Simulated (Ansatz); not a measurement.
## Band-structure calculation of HfN

- system: HfN (Fm-3m, 2 atoms in the cell)
- method: DFT PBE, scalar-relativistic, plane waves, PAW, no spin polarisation (Ansatz 0.2.0)

The structure derives from an entry of the Crystallography Open Database. Figures and captions count atoms from 1; the log counts them from 0 in places.

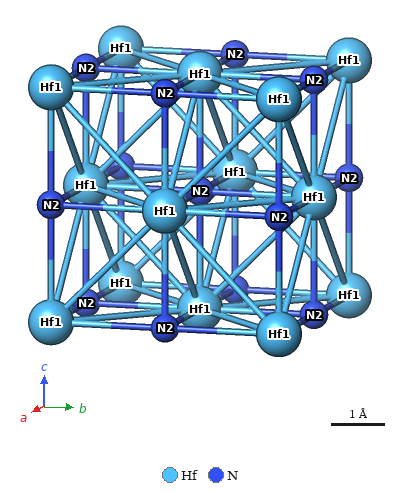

The input geometry (ball-and-stick view of the cell 4 times as large as that of the calculation, set on its symmetry axes, seen slightly off an axis; atoms are numbered from 1 in the order of the input). An atom can appear more than once, as a periodic image. Near neighbours in the periodic cell (some may lie outside the picture): Hf has 12 Hf at 3.22 Å and 6 N at 2.27 Å; N has 6 Hf at 2.27 Å.

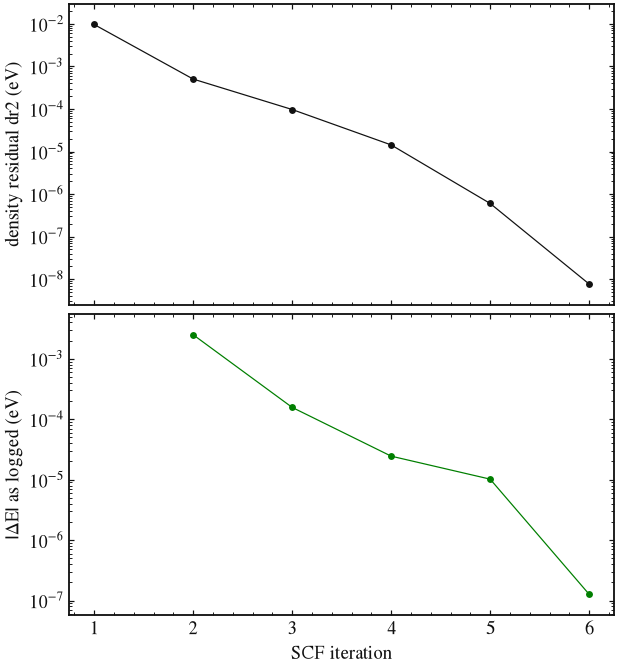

Convergence of the self-consistent field: density residual dr2 and size of the energy change against the SCF iteration. The residual falls at every step.

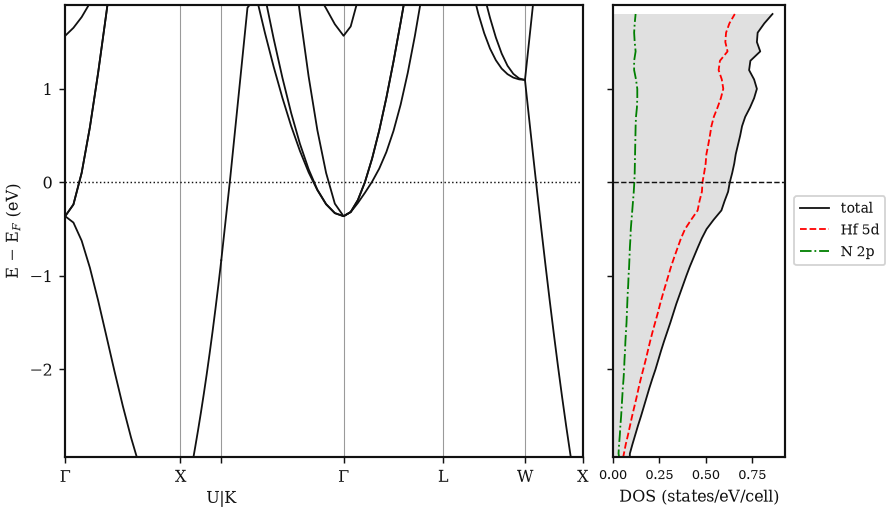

Band structure along Γ–X–U|K–Γ–L–W–X and density of states (projected on Löwdin-orthogonalised atomic shells), with energies from the Fermi level. Bands cross the Fermi level: a metal at this level of theory.

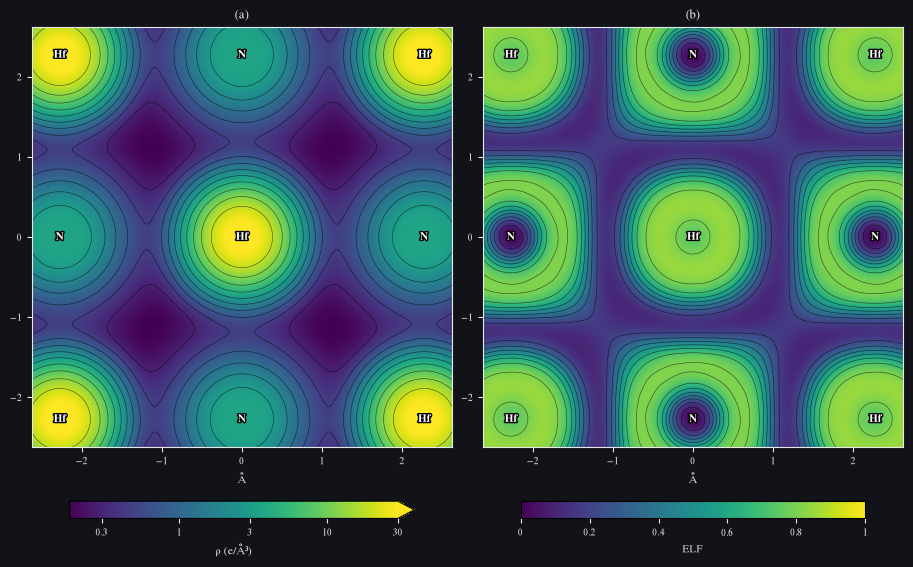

(a) valence electron density; (b) ELF on the (001) plane of the conventional cell. The section cuts through Hf and N sites. Hf–N (2.27 Å): the density is about 0.49 e/Å³ at the midpoint; the ELF is about 0.15 at the midpoint (a polar contact without a shared pair, in a metal). Hf–Hf (3.22 Å): the density is about 0.18 e/Å³ at the midpoint; the ELF is about 0.15 at the midpoint; no localised pair between them. Away from the nuclei the density in this plane falls to 0.18 e/Å³ at its lowest. The strong features right at Hf lie inside the PAW spheres (semicore, d or f shells) and say nothing about bonding. The fields are those of the smooth PAW valence density.

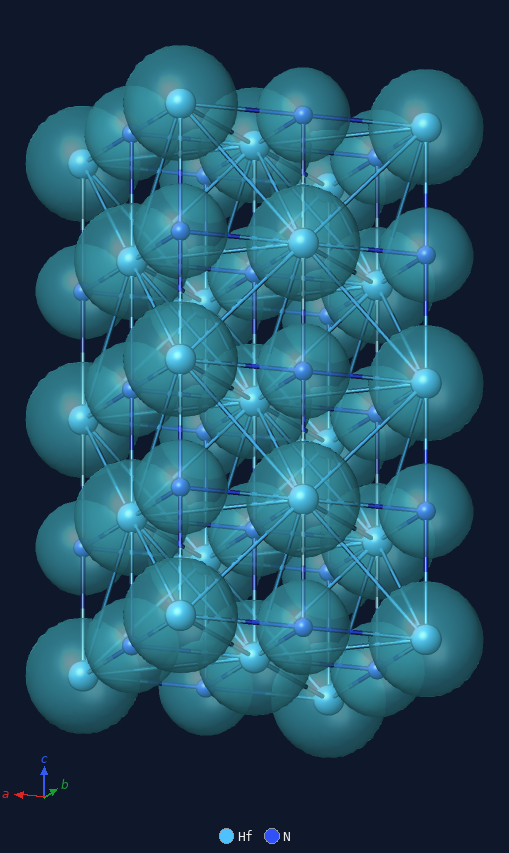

Isosurface of the valence pseudo-density at 0.8 e/Å³ (cyan), seen at an oblique angle. Sticks mark near contacts. The outline is the cell set on symmetry axes. At this value the density breaks into separate islands; it holds about 80 % of the electrons treated as valence (semicore included). It is pinched off along the Hf–N (2.27 Å) and Hf–Hf (3.22 Å) contacts. On the grid the lowest density along these lines, outside the cores, is 0.48 e/Å³ (Hf–N, 2.27 Å) and 0.18 e/Å³ (Hf–Hf, 3.22 Å).

The input that produced these results follows, with the program's output.

## Input
```yaml
crystal:
  lattice:
    - [0.0, 2.2738954488, 2.2738954488]
    - [2.2738954488, 0.0, 2.2738954488]
    - [2.2738954488, 2.2738954488, 0.0]
  atoms:
    - { symbol: Hf, position: [0.0, 0.0, 0.0] }
    - { symbol: "N", position: [0.5, 0.5, 0.5] }
basis:
  ecutwfc: 420
kpoints:
  mp_grid: { grid: [16, 16, 16] }
  band_path:
    path:
      - [[0.0, 0.0, 0.0], [0.5, 0.0, 0.5], [0.625, 0.25, 0.625]]
      - [[0.375, 0.375, 0.75], [0.0, 0.0, 0.0], [0.5, 0.5, 0.5], [0.5, 0.25, 0.75], [0.5, 0.0, 0.5]]
    npoints: 14
hamiltonian:
  xc: pbe
scf:
  occupations: { method: gaussian, width: 0.1 }
  n_extra_bands: 6
output:
  forces: true
  stress: true
  eigenvalues: true
  populations: true
  dos: { projected: true, de: 0.02, nscf_kmesh: { grid: [24, 24, 24] } }
  bader: true
  write_density: true
  write_potential: true
  elf: true
  volumetric_format: npy
```

Launched with:
```bash
ansatz run input.yaml --threads 1 --pin off --max-ram 2560MiB --backend cpu --events-out ev --progress --plain --runs-dir out
```

## The program's output
```
scf.n_extra_bands = 6 over 16 filled bands (N_el = 31.0): the run solves 22 bands
Engine: ansatz 0.2.0, aarch64-unknown-linux-gnu
Pseudopotentials: kind: paw
Pseudopotential: Hf, paw, valence charge 26, recommended cutoff 420 eV (normal), Hf.paw.azcp
Pseudopotential: N, paw, valence charge 5, recommended cutoff 420 eV (normal), N.paw.azcp
Functional definition: PBE
  parameter kappa = 0.804
  parameter beta = 0.06672455060314922
  exchange = pbe_x(kappa = kappa, mu = beta*pi^2/3)
  correlation = pbe_c(beta = beta)
Crystal: 2 atoms, lattice volume = 23.515 Å³
Basis set: ecut = 420 eV, 459 PW (Γ), exchange–correlation on 48×48×48 points (8 copies of the dense FFT grid, shifted against one another)
Bands: 22, of which v1, the nominal top of the filled ones, is band 16 counted from 1 (15 counted from 0)
Symmetry: 48 space group operations
Space group: Fm-3m (ITA 225), of the structure as read, at distance tolerance 2.9e-5 Å
k-points: 145 of 4096
Non-local potential: Hf, projectors of the file, l = 0: 3, l = 1: 2, l = 2: 2, l = 3: 3
Non-local potential: N, projectors of the file, l = 0: 2, l = 1: 2, l = 2: 1
PAW form: soft (Blöchl's): semilocal exchange-correlation on the pseudo side does not see the compensation charge
PAW one-centre angular grid: Hf, 590 points (default); XC on 64 Gauss nodes
PAW one-centre angular grid: N, 110 points (default); XC on 64 Gauss nodes
Initial density: superposition of atomic densities (neutral atoms: chi_scale 0, normalization atom), corrected by the library's trained network
Initial wavefunctions: pseudopotential atomic-orbital guess
Functional: x = pbe(κ = 0.804, μ = 0.2195149727645171), c = pbe(β = 0.06672455060314922)
SCF iter   1: F=—  HF=-16108.693476 eV  |F-HF|=—  |Δ(HF+E_count)|=         —  Δρ=5.75e-3  dr2=9.69e-3  ethr=1.77e-3  ⟨swp⟩=5.0  Hψ=14124  notcnv=0  defer=4
preconditioner: auto → Kerker (q_TF=auto, 2.857 Å⁻¹)  [metal: Δε(μ)=0.010 eV  Ē_g=20.710 eV  σ=0.100 eV  W_gap=0.06  n_scr=14 (ndim 8)  ℏωp=41.2 eV  f_vac=0.000  D(μ)=0.60/eV (n_scr^D=0)]
SCF iter   2: F=—  HF=-16108.690978 eV  |F-HF|=—  |Δ(HF+E_count)|=   2.50e-3  Δρ=1.41e-3  dr2=5.05e-4  ethr=3.13e-5  ⟨swp⟩=1.4  Hψ=4462  notcnv=0  defer=4
SCF iter   3: F=—  HF=-16108.690821 eV  |F-HF|=—  |Δ(HF+E_count)|=   1.57e-4  Δρ=7.69e-4  dr2=9.72e-5  ethr=1.63e-6  ⟨swp⟩=2.2  Hψ=4403  notcnv=0  defer=4
SCF iter   4: F=—  HF=-16108.690796 eV  |F-HF|=—  |Δ(HF+E_count)|=   2.45e-5  Δρ=3.78e-4  dr2=1.43e-5  ethr=3.14e-7  ⟨swp⟩=2.0  Hψ=5202  notcnv=0  defer=4
SCF iter   5: F=—  HF=-16108.690786 eV  |F-HF|=—  |Δ(HF+E_count)|=   1.02e-5  Δρ=7.78e-5  dr2=6.02e-7  ethr=4.61e-8  ⟨swp⟩=3.1  Hψ=6077  notcnv=0  defer=4
SCF iter   6: F=-16108.690786 eV  HF=-16108.690786 eV  |F-HF|=1.44e-8  |Δ(HF+E_count)|=   1.27e-7  Δρ=9.10e-6  dr2=7.68e-9  ethr=3.23e-10  ⟨swp⟩=12.0  Hψ=24501  notcnv=0
SCF 1 converged in 6 iterations: F = -16108.690786 eV  dr2 = 7.68e-9
  Residual-converged pass: ⟨swp⟩=1.0  Hψ=3776  notcnv=0  max |occ|·‖R‖ = 7.0e-9 eV (tolerance 1.0e-8 eV)  dr2=7.68e-9  dr2_onsite=2.13e-8  max |Δocc| = 9.4e-11
  greatest PAW one-centre occupation: 0.998 electrons in one spin orbital (limit 2), on the Hf atom at site 0 (counted from 0), in its partial waves of l = 0
NSCF: frozen V_eff on 86 k-points
NSCF: frozen V_eff on 413 k-points
SCF converged after 6 iterations
Free energy (F): -16108.690786 eV
Harris-Foulkes:  -16108.690786 eV  (|F-HF|=1.44e-8)
Internal energy: -16108.687741 eV  (E = F + TS)
E sigma→0 (E₀):  -16108.689263 eV
Entropy (-TS):   -0.003045 eV (-1.523 meV/atom)
Fermi energy:    23.424503 eV
--- Per-component energies (eV) ---
  E_band       = 166.624595
  E_kinetic    = 555.752554
  E_local      = -4775.398669  (includes V_loc(G=0)·N_el)
  E_nonlocal   = -1198.625497
  E_hartree    = 2262.148018
  E_xc         = -361.358554
  E_vxc        = -344.470398  (∫ρ·V_xc dr)
  E_paw        = -7054.434881  (= ΣΔE_a)
  E_vpaw       = 1405.072261  (= ΣTr[D̂ρ^β])
  E_aug_tail   = 0.000097  (compensation charges beyond the density's cutoff)
  E_ewald      = -5536.770808
  E_smearing   = -0.003045  (= −TS)
  E_closure    = -0.000000  (closes the sum)
  Σ components = -16108.690786   (vs F -16108.690786, Δ=0.00e0)
--- Forces (eV/Å), atoms counted from 1 ---
  atom   1  Hf    -0.00000000     0.00000000    -0.00000000
  atom   2  N      0.00000000    -0.00000000     0.00000000
  max |Σ_I F_I| component: 1.45e-29 eV/Å
--- Stress (GPa, compression-positive) ---
        0.003075       0.000000       0.000000
        0.000000       0.003075      -0.000000
        0.000000      -0.000000       0.003075
  P = ⅓ Tr σ = 0.0031 GPa (0.031 kbar)
--- Band table (eV; the first three rows and the last of 145) ---
  k-point 0: bands = ["-39.3857", "-7.7983", "-7.7983", "-7.7983", "6.0060", "10.6720", "10.6720", "10.6720", "10.7012", "10.7946", "10.7946", "10.7946", "20.4892", "20.4892", "20.4892", "23.0624", "23.0624", "23.0624", "24.9916", "25.3252", "25.3252", "32.9040"]
  k-point 1: bands = ["-39.3836", "-7.8355", "-7.8014", "-7.8014", "6.0906", "10.6729", "10.6750", "10.6750", "10.7030", "10.7920", "10.7920", "10.7947", "20.0797", "20.2534", "20.2534", "23.1774", "23.1961", "23.1961", "25.2877", "25.6231", "25.6231", "33.1965"]
  k-point 2: bands = ["-39.3776", "-7.9399", "-7.8103", "-7.8103", "6.3332", "10.6769", "10.6840", "10.6840", "10.7085", "10.7846", "10.7846", "10.7950", "19.1721", "19.7072", "19.7072", "23.3713", "23.5463", "23.5463", "26.0348", "26.3969", "26.3969", "34.0140"]
  k-point 144: bands = ["-39.3117", "-8.3162", "-8.3162", "-8.1202", "7.6159", "10.7196", "10.7296", "10.7296", "10.7511", "10.7511", "10.7737", "10.8146", "17.3536", "17.9539", "17.9539", "24.5196", "24.5196", "28.7431", "28.7913", "29.3968", "33.5751", "35.6377"]
--- Löwdin populations: 2 sites ---
  site symbol       q [e]
     0     Hf     25.2653
     1      N      5.6786
  spilling = 0.001808 (of n_electrons = 31.000000)
--- Bader charges: 2 sites ---
  site symbol  charge [e]  shift [e]
     0     Hf      1.9375     0.0022
     1      N     -1.9375     0.0022
  estimated error of the sums over rays = 6.2e-4 e
```

## File populations.tsv
```
# site	symbol	l	j	q
# orbitals = lowdin
# n_electrons = 31.000000
# spilling = 0.001808
0	Hf	0_5S	-	1.952219
0	Hf	0_6S	-	0.440066
0	Hf	1_5P	-	5.981976
0	Hf	2_5D	-	2.897827
0	Hf	3_4F	-	13.993258
1	N	0_2S	-	1.456535
1	N	1_2P	-	4.222079
```

## Results in brief

```csv
quantity,value
outcome,converged
space group (tolerance 0.01 Å),Fm-3m (225)
electrons treated,31
free energy,−16108.6908 eV
Fermi energy,23.425 eV
gap on the k-point mesh,none (metallic)
pressure,0.00 GPa
largest force (length of the vector),under 0.001 eV/Å
hardware,"1 thread of Arm Neoverse V2, 24 GiB of memory available, shared host"
wall time,18 s
peak memory,0.38 GiB
```

## Notes

Spin–orbit coupling is left out, which matters for Hf. The cell holds an odd number of electrons but the run has no spin polarisation, so a band is left half filled.
